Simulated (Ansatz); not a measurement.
# Run report: ZnS, single-point calculation

System: ZnS (2 atoms in the cell).
Method: DFT, PBE, paw_fr, spin-orbit coupling (Ansatz 0.2.0).

The structure derives from an entry of the Crystallography Open Database.

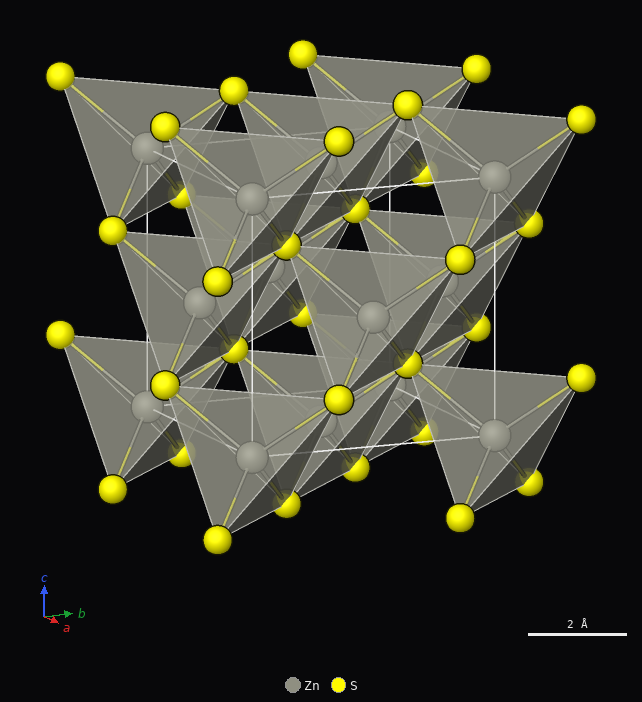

Fig. 1: The input geometry (polyhedral view of the cell 4 times as large as that of the calculation, set on its symmetry axes, seen slightly off an axis; polyhedra are completed across the faces of the cell). An atom can appear more than once, as a periodic image.

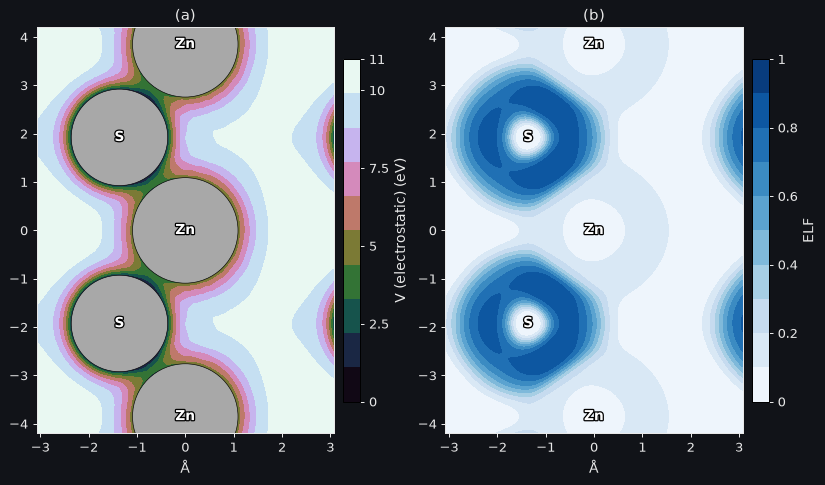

Fig. 2: (a) electrostatic potential (local pseudopotential plus Hartree) felt by an electron; (b) ELF on the (011) plane of the conventional cell. Grey discs, where drawn, cover atomic cores. The section cuts through Zn and S sites. Zn–S (2.36 Å): the ELF is about 0.55 at the midpoint. Outside the cores the potential energy rises away from the atoms and is highest about 2.4 Å from the nearest atoms; outside the discs it spans about 10 eV, and its zero is arbitrary. In a PAW calculation such maps are meaningful between the atoms, not at the nuclei.

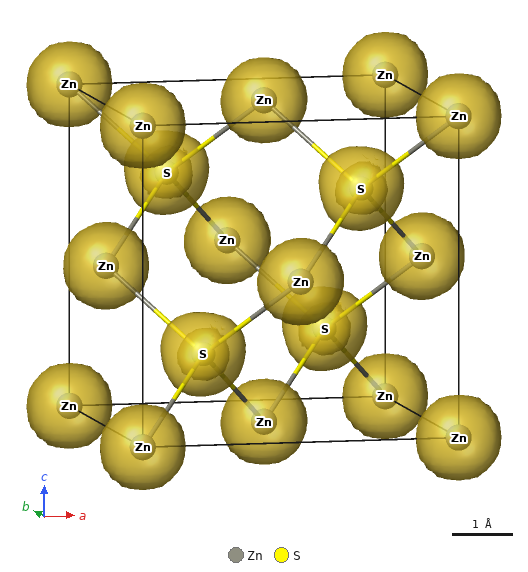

Fig. 3: Isosurface of the valence electron density at 1 e/Å³ (yellow), seen slightly off an axis. Sticks mark near contacts. The outline is the cell set on symmetry axes. At this value the density breaks into separate islands; it holds about 55 % of the electrons treated as valence. It is pinched off along the Zn–S (2.36 Å) contacts. On the grid the lowest density along these lines, outside the cores, is 0.46 e/Å³ (Zn–S, 2.36 Å).

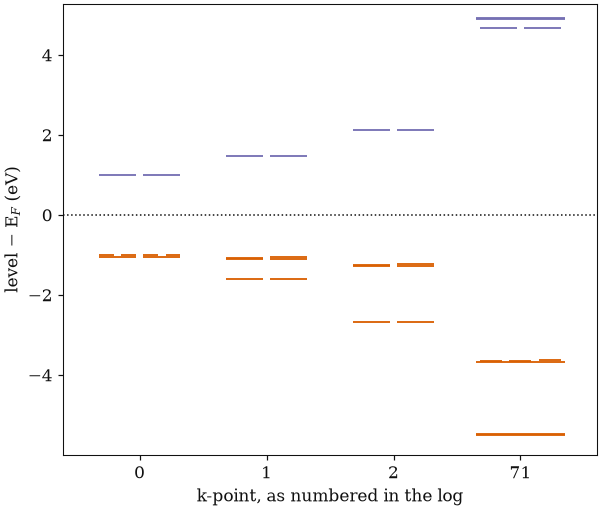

Fig. 4: Kohn–Sham levels near the Fermi level (dotted) at the few k-points that the log prints; levels within 0.02 eV of each other stand side by side. Among these points the highest filled and lowest empty levels are 1.99 eV apart, which is the gap on the mesh.

These pictures come from the run below.

**The input**
```yaml
crystal:
  lattice:
    - [0.0, 2.7217991804, 2.7217991804]
    - [2.7217991804, 0.0, 2.7217991804]
    - [2.7217991804, 2.7217991804, 0.0]
  atoms:
    - { symbol: Zn, position: [0.0, 0.0, 0.0] }
    - { symbol: S, position: [0.75, 0.75, 0.75] }
basis:
  ecutwfc: 420
  ecutrho_ratio: 4
kpoints:
  mp_grid: { grid: [12, 12, 12] }
hamiltonian:
  xc: pbe
  pseudopotentials: { kind: paw_fr }
scf:
  occupations: { method: gaussian, width: 0.05 }
  mixing: { preconditioner: kerker }
output:
  forces: true
  stress: true
  write_density: true
  write_potential: true
  elf: true
  volumetric_format: npy
magnetization:
  noncollinear: true
  spin_orbit: true
```

Launch command:
```bash
ansatz run input.yaml --threads 2 --pin off --max-ram 2662MiB --backend cpu --events-out ev --progress --plain --runs-dir out
```

**Log**
```
Engine: ansatz 0.2.0, aarch64-unknown-linux-gnu
Pseudopotentials: kind: paw_fr
Pseudopotential: Zn, paw_fr, valence charge 12, recommended cutoff 420 eV (normal), Zn.paw.azcp#standard-fr
Pseudopotential: S, paw_fr, valence charge 6, recommended cutoff 420 eV (normal), S.paw.azcp#standard-fr
Functional definition: PBE
  parameter kappa = 0.804
  parameter beta = 0.06672455060314922
  exchange = pbe_x(kappa = kappa, mu = beta*pi^2/3)
  correlation = pbe_c(beta = beta)
non-collinear run that drives no moment, with spin-orbit: no starting moment large enough to seed its density (crystal.atoms[].spin), no starting occupations that ask for one, no magnetisation constraint and no magnetic field, so the semilocal B_xc is pinned to zero
Crystal: 2 atoms, lattice volume = 40.327 Å³
Basis set: ecut = 420 eV, 749 PW (Γ), exchange–correlation on 54×54×54 points (8 copies of the dense FFT grid, shifted against one another)
Bands: 26, of which v1, the nominal top of the filled ones, is band 18 counted from 1 (17 counted from 0)
Symmetry: 24 space group operations + 24 with time reversal
Magnetic group: BNS 216.75 (UNI 1577), of the structure as read, at distance tolerance 3.4e-5 Å
k-points: 72 of 1728 (time reversal used)
Projection manifold: j_resolved (fully-relativistic pseudo-atomic orbitals)
Non-local potential: Zn, projectors of the file, l = 0: 2, l = 1: 4, l = 2: 6, l = 3: 2
Non-local potential: S, projectors of the file, l = 0: 2, l = 1: 4, l = 2: 4
PAW form: soft (Blöchl's): semilocal exchange-correlation on the pseudo side does not see the compensation charge
PAW one-centre angular grid: Zn, 590 points (default); XC on 64 Gauss nodes
PAW one-centre angular grid: S, 110 points (default); XC on 64 Gauss nodes
Initial density: superposition of atomic densities (chi_scale 0.1, normalization cell, long waves kept (reshape's long-wave potential 0.00 eV rms))
Initial wavefunctions: pseudopotential atomic-orbital guess
Functional: x = pbe(κ = 0.804, μ = 0.2195149727645171), c = pbe(β = 0.06672455060314922)
spin=Noncollinear: Kerker preconditioning applied to the charge; magnetization (m_x, m_y, m_z) channels mix plain (no charge-response kernel on spin).
SCF iter   1: F=—  HF=-4222.901010 eV  |F-HF|=—  |Δ(HF+E_count)|=         —  Δρ=3.96e-2  dr2=3.87e-1  dr2_m=0.00e0 (ungated)  ethr=3.10e-3  |M|=0.00e0 ∫|m|=0.00e0 μB  |m|>n=0.0e0 m-floor=0.0e0 τ_xc=0.0e0  β_m=0.30  ⟨swp⟩=8.1  Hψ=11176  notcnv=0  defer=9
SCF iter   2: F=—  HF=-4222.843847 eV  |F-HF|=—  |Δ(HF+E_count)|=   5.72e-2  Δρ=2.51e-2  dr2=1.84e-1  dr2_m=0.00e0 (ungated)  ethr=2.15e-3  |M|=0.00e0 ∫|m|=0.00e0 μB  |m|>n=0.0e0 m-floor=0.0e0 τ_xc=0.0e0  β_m=0.53  ⟨swp⟩=1.6  Hψ=2559  notcnv=0  defer=95
SCF iter   3: F=—  HF=-4222.809494 eV  |F-HF|=—  |Δ(HF+E_count)|=   3.44e-2  Δρ=1.07e-2  dr2=3.62e-2  dr2_m=0.00e0 (ungated)  ethr=1.02e-3  |M|=0.00e0 ∫|m|=0.00e0 μB  |m|>n=0.0e0 m-floor=0.0e0 τ_xc=0.0e0  β_m=0.52  ⟨swp⟩=3.0  Hψ=2711  notcnv=0  defer=219
SCF iter   4: F=—  HF=-4222.804138 eV  |F-HF|=—  |Δ(HF+E_count)|=   5.36e-3  Δρ=3.53e-3  dr2=4.57e-3  dr2_m=0.00e0 (ungated)  ethr=2.01e-4  |M|=0.00e0 ∫|m|=0.00e0 μB  |m|>n=0.0e0 m-floor=0.0e0 τ_xc=0.0e0  β_m=0.76  ⟨swp⟩=2.0  Hψ=3084  notcnv=0  defer=258
SCF iter   5: F=—  HF=-4222.806937 eV  |F-HF|=—  |Δ(HF+E_count)|=   2.80e-3  Δρ=8.99e-4  dr2=3.67e-4  dr2_m=0.00e0 (ungated)  ethr=2.54e-5  |M|=0.00e0 ∫|m|=0.00e0 μB  |m|>n=0.0e0 m-floor=0.0e0 τ_xc=0.0e0  β_m=0.86  ⟨swp⟩=2.5  Hψ=3582  notcnv=0  defer=256
SCF iter   6: F=—  HF=-4222.807508 eV  |F-HF|=—  |Δ(HF+E_count)|=   5.70e-4  Δρ=3.95e-4  dr2=8.13e-5  dr2_m=0.00e0 (ungated)  ethr=2.04e-6  |M|=0.00e0 ∫|m|=0.00e0 μB  |m|>n=0.0e0 m-floor=0.0e0 τ_xc=0.0e0  β_m=0.93  ⟨swp⟩=2.5  Hψ=2849  notcnv=0  defer=256
SCF iter   7: F=—  HF=-4222.807626 eV  |F-HF|=—  |Δ(HF+E_count)|=   1.18e-4  Δρ=9.04e-5  dr2=1.51e-6  dr2_m=0.00e0 (ungated)  ethr=4.51e-7  |M|=0.00e0 ∫|m|=0.00e0 μB  |m|>n=0.0e0 m-floor=0.0e0 τ_xc=0.0e0  β_m=0.96  ⟨swp⟩=2.0  Hψ=2844  notcnv=0  defer=256
SCF iter   8: F=-4222.807631 eV  HF=-4222.807631 eV  |F-HF|=2.60e-7  |Δ(HF+E_count)|=   4.49e-6  Δρ=1.79e-5  dr2=9.95e-8  dr2_m=0.00e0 (ungated)  ethr=5.56e-10  |M|=0.00e0 ∫|m|=0.00e0 μB  |m|>n=0.0e0 m-floor=0.0e0 τ_xc=0.0e0  ⟨swp⟩=10.7  Hψ=14433  notcnv=0
SCF 1 converged in 8 iterations: F = -4222.807631 eV  dr2 = 9.95e-8
  greatest PAW one-centre occupation: 0.983 electrons in one spin orbital (limit 2), on the Zn atom at site 0 (counted from 0), in its partial waves of l = 2
SCF converged after 8 iterations
Magnetization: |M| = 0.0000 μB,  M = (+0.0000, +0.0000, +0.0000) μB
Absolute magnetization: 0.0000 μB (∫|m|)
  site 0: m = (+0.0000, +0.0000, +0.0000) μB, |m| = 0.0000 μB  (R = 0.97 Å)
  site 1: m = (+0.0000, +0.0000, +0.0000) μB, |m| = 0.0000 μB  (R = 0.97 Å)
Free energy (F): -4222.807631 eV
Harris-Foulkes:  -4222.807631 eV  (|F-HF|=2.60e-7)
Internal energy: -4222.807631 eV  (E = F + TS)
E sigma→0 (E₀):  -4222.807631 eV
Fermi energy:    6.523329 eV
--- Per-component energies (eV) ---
  E_band       = 1.330939
  E_kinetic    = 237.807577
  E_local      = -2055.062747  (includes V_loc(G=0)·N_el)
  E_nonlocal   = 642.958009
  E_hartree    = 858.817907
  E_xc         = -234.114019
  E_vxc        = -139.169066  (∫ρ·V_xc dr)
  E_paw        = -2428.952173  (= ΣΔE_a)
  E_vpaw       = -402.843824  (= ΣTr[D̂ρ^β])
  E_aug_tail   = -0.000347  (compensation charges beyond the density's cutoff)
  E_ewald      = -1244.261838
  E_smearing   = -0.000000  (= −TS)
  E_closure    = 0.000000  (closes the sum)
  Σ components = -4222.807631   (vs F -4222.807631, Δ=0.00e0)
--- Forces (eV/Å), atoms counted from 1 ---
  atom   1  Zn    -0.00000000     0.00000000    -0.00000000
  atom   2  S      0.00000000    -0.00000000     0.00000000
  max |Σ_I F_I| component: 2.78e-17 eV/Å
--- Stress (GPa, compression-positive) ---
       -0.011245      -0.000000      -0.000000
       -0.000000      -0.011245       0.000000
       -0.000000       0.000000      -0.011245
  P = ⅓ Tr σ = -0.0112 GPa (-0.112 kbar)
--- Band table (eV; the first three rows and the last of 72) ---
  k-point 0: bands = ["-7.4872", "-7.4872", "-0.8512", "-0.8512", "-0.8512", "-0.8512", "-0.6292", "-0.6292", "-0.2276", "-0.2276", "-0.2276", "-0.2276", "5.4659", "5.4659", "5.5257", "5.5257", "5.5257", "5.5257", "7.5201", "7.5201", "11.7895", "11.7895", "11.9385", "11.9385", "11.9385", "11.9385"]
  k-point 1: bands = ["-7.4364", "-7.4364", "-0.8548", "-0.8454", "-0.8454", "-0.8356", "-0.6229", "-0.6229", "-0.2371", "-0.2314", "-0.2314", "-0.2129", "4.9220", "4.9220", "5.4207", "5.4207", "5.4552", "5.4639", "7.9889", "7.9889", "11.7861", "11.7861", "11.9805", "11.9805", "12.0558", "12.0560"]
  k-point 2: bands = ["-7.2924", "-7.2924", "-0.8468", "-0.8247", "-0.8247", "-0.8126", "-0.6022", "-0.6022", "-0.2407", "-0.2407", "-0.2375", "-0.1944", "3.8483", "3.8483", "5.2495", "5.2495", "5.2812", "5.2962", "8.6373", "8.6373", "11.8406", "11.8406", "12.2348", "12.2348", "12.3254", "12.3266"]
  k-point 71: bands = ["-6.2964", "-6.2935", "-0.7494", "-0.6319", "-0.5781", "-0.4881", "-0.3877", "-0.2903", "-0.2408", "-0.1700", "0.0993", "0.1942", "1.0102", "1.0361", "2.8469", "2.8714", "2.8754", "2.8841", "11.1988", "11.2005", "11.4135", "11.4487", "13.2713", "13.3447", "13.6989", "13.7209"]
```

**File rho_z.tsv**
```
# z_ang	rho[e/angstrom^3]	m_x[e/angstrom^3]	m_y[e/angstrom^3]	m_z[e/angstrom^3]	m_norm[e/angstrom^3]
# format = ansatz-planar-average/11
# lattice	0.000000000	2.721799180	2.721799180
# lattice	2.721799180	0.000000000	2.721799180
# lattice	2.721799180	2.721799180	0.000000000
# sites	2
# site	30	0.000000000	0.000000000	0.000000000
# site	16	4.082698771	4.082698771	4.082698771
0.000000	1.393706e0	0.000000e0	0.000000e0	0.000000e0	0.000000e0
0.142563	1.213158e0	0.000000e0	0.000000e0	0.000000e0	0.000000e0
0.285126	8.630285e-1	0.000000e0	0.000000e0	0.000000e0	0.000000e0
0.427689	5.359319e-1	0.000000e0	0.000000e0	0.000000e0	0.000000e0
0.570253	3.231637e-1	0.000000e0	0.000000e0	0.000000e0	0.000000e0
0.712816	2.077605e-1	0.000000e0	0.000000e0	0.000000e0	0.000000e0
0.855379	1.466256e-1	0.000000e0	0.000000e0	0.000000e0	0.000000e0
0.997942	1.128862e-1	0.000000e0	0.000000e0	0.000000e0	0.000000e0
1.140505	9.604912e-2	0.000000e0	0.000000e0	0.000000e0	0.000000e0
1.283068	9.145494e-2	0.000000e0	0.000000e0	0.000000e0	0.000000e0
1.425632	9.619133e-2	0.000000e0	0.000000e0	0.000000e0	0.000000e0
1.568195	1.091290e-1	0.000000e0	0.000000e0	0.000000e0	0.000000e0
1.710758	1.300905e-1	0.000000e0	0.000000e0	0.000000e0	0.000000e0
1.853321	1.590223e-1	0.000000e0	0.000000e0	0.000000e0	0.000000e0
1.995884	1.944283e-1	0.000000e0	0.000000e0	0.000000e0	0.000000e0
2.138447	2.327211e-1	0.000000e0	0.000000e0	0.000000e0	0.000000e0
2.281011	2.689439e-1	0.000000e0	0.000000e0	0.000000e0	0.000000e0
2.423574	2.991081e-1	0.000000e0	0.000000e0	0.000000e0	0.000000e0
2.566137	3.234139e-1	0.000000e0	0.000000e0	0.000000e0	0.000000e0
2.708700	3.468446e-1	0.000000e0	0.000000e0	0.000000e0	0.000000e0
2.851263	3.766613e-1	0.000000e0	0.000000e0	0.000000e0	0.000000e0
2.993826	4.181514e-1	0.000000e0	0.000000e0	0.000000e0	0.000000e0
3.136390	4.774174e-1	0.000000e0	0.000000e0	0.000000e0	0.000000e0
3.278953	5.747474e-1	0.000000e0	0.000000e0	0.000000e0	0.000000e0
3.421516	7.489395e-1	0.000000e0	0.000000e0	0.000000e0	0.000000e0
3.564079	1.017557e0	0.000000e0	0.000000e0	0.000000e0	0.000000e0
3.706642	1.294284e0	0.000000e0	0.000000e0	0.000000e0	0.000000e0
```

**File v_z.tsv**
```
# z_ang	v_es[eV]	v_tot[eV]	b_x[eV]	b_y[eV]	b_z[eV]
# format = ansatz-planar-average/11
# xc	pbe
# density_cutoff_ev	1680
# datasets	Zn=:simpson_from_first_knot:soft	S=:simpson_from_first_knot:soft
# lattice	0.000000000	2.721799180	2.721799180
# lattice	2.721799180	0.000000000	2.721799180
# lattice	2.721799180	2.721799180	0.000000000
# sites	2
# site	30	0.000000000	0.000000000	0.000000000
# site	16	4.082698771	4.082698771	4.082698771
0.000000	-6.525807e-1	-1.251143e1	0.000000e0	0.000000e0	0.000000e0
0.142563	3.427917e-1	-1.099830e1	0.000000e0	0.000000e0	0.000000e0
0.285126	1.358711e0	-9.306956e0	0.000000e0	0.000000e0	0.000000e0
0.427689	2.479181e0	-7.381522e0	0.000000e0	0.000000e0	0.000000e0
0.570253	3.705538e0	-5.257486e0	0.000000e0	0.000000e0	0.000000e0
0.712816	4.998285e0	-3.065987e0	0.000000e0	0.000000e0	0.000000e0
0.855379	6.311856e0	-9.635927e-1	0.000000e0	0.000000e0	0.000000e0
0.997942	7.530697e0	7.963153e-1	0.000000e0	0.000000e0	0.000000e0
1.140505	8.460974e0	1.952715e0	0.000000e0	0.000000e0	0.000000e0
1.283068	8.977675e0	2.527340e0	0.000000e0	0.000000e0	0.000000e0
1.425632	9.187375e0	2.713909e0	0.000000e0	0.000000e0	0.000000e0
1.568195	9.185279e0	2.508296e0	0.000000e0	0.000000e0	0.000000e0
1.710758	8.918075e0	1.867855e0	0.000000e0	0.000000e0	0.000000e0
1.853321	8.287897e0	7.743061e-1	0.000000e0	0.000000e0	0.000000e0
1.995884	7.206056e0	-8.434122e-1	0.000000e0	0.000000e0	0.000000e0
2.138447	5.768143e0	-2.832728e0	0.000000e0	0.000000e0	0.000000e0
2.281011	4.248979e0	-4.895922e0	0.000000e0	0.000000e0	0.000000e0
2.423574	2.927239e0	-6.798219e0	0.000000e0	0.000000e0	0.000000e0
2.566137	1.911982e0	-8.420346e0	0.000000e0	0.000000e0	0.000000e0
2.708700	1.010904e0	-9.882792e0	0.000000e0	0.000000e0	0.000000e0
2.851263	-5.178348e-3	-1.134552e1	0.000000e0	0.000000e0	0.000000e0
2.993826	-1.081730e0	-1.276786e1	0.000000e0	0.000000e0	0.000000e0
3.136390	-2.030278e0	-1.400739e1	0.000000e0	0.000000e0	0.000000e0
3.278953	-2.667113e0	-1.485588e1	0.000000e0	0.000000e0	0.000000e0
3.421516	-2.834449e0	-1.513778e1	0.000000e0	0.000000e0	0.000000e0
3.564079	-2.453834e0	-1.477336e1	0.000000e0	0.000000e0	0.000000e0
3.706642	-1.643921e0	-1.382996e1	0.000000e0	0.000000e0	0.000000e0
```

**Results in brief**

- outcome: converged
- space group (tolerance 0.01 Å): F-43m (216)
- electrons treated: 18
- free energy: −4222.8076 eV
- Fermi energy: 6.523 eV
- gap on the k-point mesh: 1.99 eV
- net moment of the cell: 0.00 μB
- integrated absolute moment: 0.00 μB
- pressure: −0.01 GPa
- largest force (length of the vector): under 0.001 eV/Å
- hardware: 2 threads of Arm Neoverse V2, 24 GiB of memory available, shared host
- wall time: 15 s (CPU time 29 s)
- peak memory: 0.48 GiB

Settings chosen away from the usual ones: magnetization = null, hamiltonian.pseudopotentials = {"kind": "paw_fr"}, magnetization = {"noncollinear": true, "spin_orbit": true}, scf.mixing.preconditioner = "kerker".
